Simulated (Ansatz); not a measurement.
# Two runs on Ca

System: Ca (slab, 3 atoms in the cell).
Method of the first run: DFT, PBE, all-electron LAPW, scalar-relativistic, no spin polarisation (Ansatz 0.2.0).

Text and figures count atoms from 1; the logs count them from 0 in places.

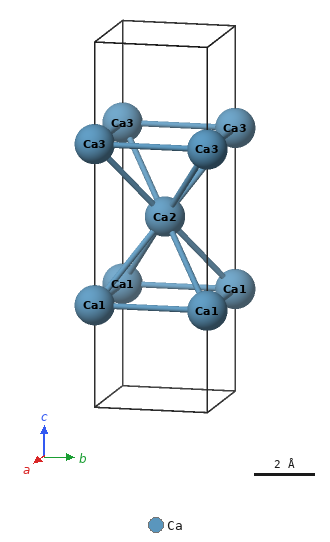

The structure (ball-and-stick view of the cell of the calculation, with the vacuum cut short, seen slightly off an axis; atoms are numbered from 1 in the order of the input). An atom can appear more than once, as a periodic image.

Input file, the first run:
```yaml
crystal:
  lattice:
    - [3.9070577562, 0.0, 0.0]
    - [0.0, 3.9070577562, 0.0]
    - [0.0, 0.0, 25.5254]
  atoms:
    - { symbol: Ca, position: [0.0, 0.0, 0.3917663569] }
    - { symbol: Ca, position: [0.5, 0.5, 0.5] }
    - { symbol: Ca, position: [0.0, 0.0, 0.6082336431] }
kpoints:
  mp_grid: { grid: [9, 9, 1] }
scf:
  occupations: { method: fermi_dirac, width: 0.08 }
hamiltonian:
  xc: pbe
  pseudopotentials: { kind: all_electron, lapw: { basis_error: 0.001 } }
output:
  forces: true
  stress: true
  eigenvalues: true
  populations: true
  dos: { projected: true, de: 0.2, e_range: [-14, 8] }
efield:
  axis: 3
  amplitude: 0
  dipole_correction: true
```

Command:
```bash
ansatz run input.yaml --threads 1 --pin off --max-ram 3584MiB --backend cpu --events-out ev --progress --plain --runs-dir out
```

Hardware: 1 thread of Arm Neoverse V1, 24 GiB of memory available, shared host.

Output, shortened to warnings, some set-up lines, iterations and results (the first run):
```
Basis set: ecut = 81.51727084355988 eV, 629 PW (Γ), exchange–correlation at level 2
Symmetry: 8 space group operations
k-points: 15 of 81
Initial density: superposition of atomic densities (neutral atoms: chi_scale 0, normalization atom)
[...]
SCF iter   1: F=—  HF=-55543.364123 eV  |F-HF|=—  |Δ(HF+E_count)|=         —  Δρ=8.11e-3  dr2=6.05e0  ethr=1.96e-2  p=0.000 e·Å  D=9.39e-17 V/Å  ΔV_dip=-0.00 eV  …
SCF iter   2: F=—  HF=-55543.058157 eV  |F-HF|=—  |Δ(HF+E_count)|=   3.06e-1  Δρ=9.32e-3  dr2=6.40e0  ethr=1.96e-2  p=0.000 e·Å  D=2.09e-7 V/Å  ΔV_dip=-0.00 eV  …
SCF iter   3: F=—  HF=-55542.558714 eV  |F-HF|=—  |Δ(HF+E_count)|=   4.99e-1  Δρ=2.07e-3  dr2=3.91e-2  ethr=1.31e-4  p=0.000 e·Å  D=1.47e-6 V/Å  ΔV_dip=-0.00 eV  …
SCF iter   4: F=—  HF=-55542.566800 eV  |F-HF|=—  |Δ(HF+E_count)|=         —  Δρ=7.15e-4  dr2=1.83e-2  ethr=1.30e-4  p=0.000 e·Å  D=5.10e-5 V/Å  ΔV_dip=-0.00 eV  …
SCF iter   5: F=—  HF=-55542.566610 eV  |F-HF|=—  |Δ(HF+E_count)|=   1.90e-4  Δρ=2.91e-4  dr2=1.29e-3  ethr=6.10e-5  p=0.000 e·Å  D=4.62e-6 V/Å  ΔV_dip=-0.00 eV  …
SCF iter   6: F=—  HF=-55542.566736 eV  |F-HF|=—  |Δ(HF+E_count)|=   1.26e-4  Δρ=1.23e-4  dr2=9.41e-5  ethr=4.31e-6  p=0.000 e·Å  D=2.46e-5 V/Å  ΔV_dip=-0.00 eV  …
SCF iter   7: F=—  HF=-55542.566815 eV  |F-HF|=—  |Δ(HF+E_count)|=   7.95e-5  Δρ=2.14e-5  dr2=5.17e-6  ethr=3.14e-7  p=-0.000 e·Å  D=-1.46e-5 V/Å  ΔV_dip=0.00 eV  …
SCF iter   8: F=—  HF=-55542.566820 eV  |F-HF|=—  |Δ(HF+E_count)|=   4.20e-6  Δρ=9.76e-6  dr2=3.15e-6  ethr=1.72e-8  p=0.000 e·Å  D=2.32e-5 V/Å  ΔV_dip=-0.00 eV  …
SCF iter   9: F=—  HF=-55542.566820 eV  |F-HF|=—  |Δ(HF+E_count)|=   9.30e-8  Δρ=4.32e-6  dr2=4.82e-7  ethr=1.05e-8  p=-0.000 e·Å  D=-5.67e-6 V/Å  ΔV_dip=0.00 eV  …
SCF iter  10: F=-55542.566820 eV  HF=-55542.566820 eV  |F-HF|=3.05e-8  |Δ(HF+E_count)|=   1.08e-7  Δρ=1.44e-6  dr2=8.52e-8  ethr=1.61e-9  p=0.000 e·Å  D=1.77e-6 V/Å  …
SCF 1 converged in 10 iterations: F = -55542.566820 eV  dr2 = 8.52e-8
SCF converged after 10 iterations
Free energy (F): -55542.566820 eV
Harris-Foulkes:  -55542.566820 eV  (|F-HF|=3.05e-8)
Internal energy: -55542.485448 eV  (E = F + TS)
E sigma→0 (E₀):  -55542.526134 eV
Entropy (-TS):   -0.081372 eV (-27.124 meV/atom)
Fermi energy:    -0.036833 eV
Dipole field:    D = 0.000002 V/Å  (p = 0.000004 e·Å, saw-weighted, corrected)
Work function:   Φ+ = 2.7449 eV   Φ− = 2.7450 eV
Levels:          The Fermi level and band energies are counted from a zero that moves with the ramp; work functions are not
--- Per-component energies (eV) ---
  E_band       = -683.660281
  E_kinetic    = 55973.776431
  E_xc         = -2947.703761
  E_efield     = 0.000000  (sawtooth field / dipole correction)
  E_electrostatic = -108568.558117  (all electrons and nuclei)
  E_smearing   = -0.081372  (= −TS)
  E_closure    = 0.000000  (closes the sum)
  E_atoms      = -55537.681762  (free atoms, spherical and without spin; not in F)
  Σ components = -55542.566820   (vs F -55542.566820, Δ=0.00e0)
  Basis errors (estimates in eV, not in F): energy 4.5e-4 per atom: plane waves 4.0e-4 (2.3e-4 summed), levels above the bands 5.9e-14, relativity 9.6e-9, radial functions 4.5e-5, core shells 1.8e-10; eigenvalues (radial functions only) 5.1e-7; not estimated: angular momenta, meshes, grids; target …
--- Forces (eV/Å), atoms counted from 1 ---
  atom   1  Ca     0.00000000     0.00000000     0.07960001
  atom   2  Ca    -0.00000000     0.00000000    -0.00002461
  atom   3  Ca    -0.00000000    -0.00000000    -0.07959176
  max |Σ_I F_I| component: 1.64e-5 eV/Å
--- Stress (GPa, compression-positive) ---
       -0.305593      -0.000000      -0.000000
       -0.000000      -0.305593      -0.000000
       -0.000000      -0.000000      -0.179926
  P = ⅓ Tr σ = -0.2637 GPa (-2.637 kbar)
--- Löwdin populations: 3 sites ---
  site symbol       q [e]
     0     Ca     19.4767
     1     Ca     19.4938
     2     Ca     19.4767
  spilling = 0.025882 (of n_electrons = 60.000000)
```

For the second run the input was changed thus:
```diff
-  mp_grid: { grid: [9, 9, 1] }
+  mp_grid: { grid: [4, 4, 1] }
-  occupations: { method: fermi_dirac, width: 0.08 }
+  occupations: { method: tetrahedron }
-  dos: { projected: true, de: 0.2, e_range: [-14, 8] }
```

Predict how the results change.

The energy of the second run (smearing taken to zero) is 23.5 meV per atom lower, the joint effect of these numerical settings, which can't be told apart here. The SCF takes 12 iterations against 10. The irreducible k-points go from 15 to 6. On the same kind of shared host the second run took about 0.46 times as long.

Output, shortened to warnings, some set-up lines, iterations and results (the second run):
```
Warning: output.forces, output.stress, relax.cell or npt_langevin: where a Kohn–Sham band that disperses or a degenerate level is filled in part under the method tetrahedron, the forces or the stress that this run publishes need not agree with its energy (scf.occupations.method in the input reference, under Limitations); prefer a smearing scheme for the forces or the stress
Basis set: ecut = 81.51727084355988 eV, 629 PW (Γ), exchange–correlation at level 2
Symmetry: 8 space group operations
k-points: 6 of 16
Initial density: superposition of atomic densities (neutral atoms: chi_scale 0, normalization atom)
[...]
SCF iter   1: F=—  HF=-55543.347991 eV  |F-HF|=—  |Δ(HF+E_count)|=         —  Δρ=7.71e-3  dr2=5.31e0  ethr=1.76e-2  p=0.000 e·Å  D=9.39e-17 V/Å  ΔV_dip=-0.00 eV  …
SCF iter   2: F=—  HF=-55542.960179 eV  |F-HF|=—  |Δ(HF+E_count)|=   3.88e-1  Δρ=5.01e-3  dr2=2.23e0  ethr=1.76e-2  p=-0.000 e·Å  D=-3.42e-8 V/Å  ΔV_dip=0.00 eV  …
SCF iter   3: F=—  HF=-55543.243649 eV  |F-HF|=—  |Δ(HF+E_count)|=   2.83e-1  Δρ=9.26e-3  dr2=1.42e1  ethr=7.42e-3  p=-0.076 e·Å  D=-3.54e-2 V/Å  ΔV_dip=0.90 eV  …
SCF iter   4: F=—  HF=-55544.601482 eV  |F-HF|=—  |Δ(HF+E_count)|=    1.36e0  Δρ=1.56e-2  dr2=5.83e1  ethr=7.42e-3  p=0.260 e·Å  D=1.21e-1 V/Å  ΔV_dip=-3.08 eV  …
SCF iter   5: F=—  HF=-55542.641908 eV  |F-HF|=—  |Δ(HF+E_count)|=    1.96e0  Δρ=2.02e-3  dr2=3.38e-1  ethr=7.42e-3  p=0.006 e·Å  D=2.85e-3 V/Å  ΔV_dip=-0.07 eV  …
SCF iter   6: F=—  HF=-55542.600903 eV  |F-HF|=—  |Δ(HF+E_count)|=         —  Δρ=8.18e-4  dr2=3.79e-2  ethr=1.13e-3  p=0.004 e·Å  D=1.91e-3 V/Å  ΔV_dip=-0.05 eV  …
SCF iter   7: F=—  HF=-55542.597630 eV  |F-HF|=—  |Δ(HF+E_count)|=   3.27e-3  Δρ=4.38e-4  dr2=9.97e-3  ethr=1.26e-4  p=0.001 e·Å  D=4.63e-4 V/Å  ΔV_dip=-0.01 eV  …
SCF iter   8: F=—  HF=-55542.596609 eV  |F-HF|=—  |Δ(HF+E_count)|=   1.02e-3  Δρ=7.47e-5  dr2=2.21e-4  ethr=7.38e-7  p=0.001 e·Å  D=4.95e-4 V/Å  ΔV_dip=-0.01 eV  …
SCF iter   9: F=—  HF=-55542.596581 eV  |F-HF|=—  |Δ(HF+E_count)|=   2.84e-5  Δρ=2.25e-5  dr2=3.25e-5  ethr=7.36e-7  p=-0.001 e·Å  D=-2.95e-4 V/Å  ΔV_dip=0.01 eV  …
SCF iter  10: F=—  HF=-55542.596574 eV  |F-HF|=—  |Δ(HF+E_count)|=   6.50e-6  Δρ=8.40e-6  dr2=3.65e-6  ethr=1.08e-7  p=-0.000 e·Å  D=-8.34e-5 V/Å  ΔV_dip=0.00 eV  …
SCF iter  11: F=—  HF=-55542.596575 eV  |F-HF|=—  |Δ(HF+E_count)|=   1.10e-6  Δρ=3.56e-6  dr2=6.52e-7  ethr=1.22e-8  p=-0.000 e·Å  D=-3.02e-5 V/Å  ΔV_dip=0.00 eV  …
SCF iter  12: F=-55542.596577 eV  HF=-55542.596577 eV  |F-HF|=3.90e-9  |Δ(HF+E_count)|=   1.52e-6  Δρ=7.59e-7  dr2=7.28e-9  ethr=2.17e-9  p=-0.000 e·Å  D=-3.64e-6 V/Å  …
SCF 1 converged in 12 iterations: F = -55542.596577 eV  dr2 = 7.28e-9
SCF converged after 12 iterations
Stability not checked: this state was not tested for a lower state beside it, because cold or Methfessel-Paxton smearing, or corrected tetrahedra, fill the levels in a way that the test cannot read (fill_not_monotonic; see scf.lower_state_search)
Free energy (F): -55542.596577 eV
Harris-Foulkes:  -55542.596577 eV  (|F-HF|=3.90e-9)
Internal energy: -55542.591450 eV  (E = F + TS)
E sigma→0 (E₀):  -55542.596577 eV
Entropy (-TS):   -0.005126 eV (-1.709 meV/atom)
Fermi energy:    -0.093131 eV
Dipole field:    D = -0.000004 V/Å  (p = -0.000008 e·Å, saw-weighted, corrected)
Work function:   Φ+ = 2.8032 eV   Φ− = 2.8031 eV
Levels:          The Fermi level and band energies are counted from a zero that moves with the ramp; work functions are not
--- Per-component energies (eV) ---
  E_band       = -684.346713
  E_kinetic    = 55973.942495
  E_xc         = -2947.617554
  E_efield     = 0.000000  (sawtooth field / dipole correction)
  E_electrostatic = -108568.916391  (all electrons and nuclei)
  E_smearing   = -0.005126  (= −TS)
  E_closure    = 0.000000  (closes the sum)
  E_atoms      = -55537.681762  (free atoms, spherical and without spin; not in F)
  Σ components = -55542.596577   (vs F -55542.596577, Δ=0.00e0)
  Basis errors (estimates in eV, not in F): energy 4.3e-4 per atom: plane waves 4.0e-4 (2.3e-4 summed), levels above the bands 0.0e0, relativity 9.6e-9, radial functions 3.1e-5, core shells 1.1e-10; eigenvalues (radial functions only) 5.1e-7; not estimated: angular momenta, meshes, grids; target …
--- Forces (eV/Å), atoms counted from 1 ---
  atom   1  Ca     0.00000000     0.00000000     0.06439591
  atom   2  Ca     0.00000000     0.00000000     0.00000632
  atom   3  Ca    -0.00000000    -0.00000000    -0.06441052
  max |Σ_I F_I| component: 8.29e-6 eV/Å
--- Stress (GPa, compression-positive) ---
       -0.313856      -0.000000      -0.000000
       -0.000000      -0.313856      -0.000000
       -0.000000      -0.000000      -0.145323
  P = ⅓ Tr σ = -0.2577 GPa (-2.577 kbar)
--- Löwdin populations: 3 sites ---
  site symbol       q [e]
     0     Ca     19.5253
     1     Ca     19.5536
     2     Ca     19.5253
  spilling = 0.023262 (of n_electrons = 60.000000)
```

The two runs side by side:

```csv
quantity,the first run,the second run
outcome,converged,converged
free energy per atom (eV),−18514.1889,−18514.1989
"energy per atom, smearing taken to zero (eV)",−18514.1754,−18514.1989
largest force (eV/Å),0.080,0.064
SCF iterations,10,12
irreducible k-points,15,6
plane waves at Γ,629,629
wall time (shared host),17 s,7.9 s
```

For the second run: These settings are looser than, or depart from, a standard set-up, so the numbers are not reference values for this system. Warnings: forces and stress from tetrahedron occupations may miss the slope of the energy.
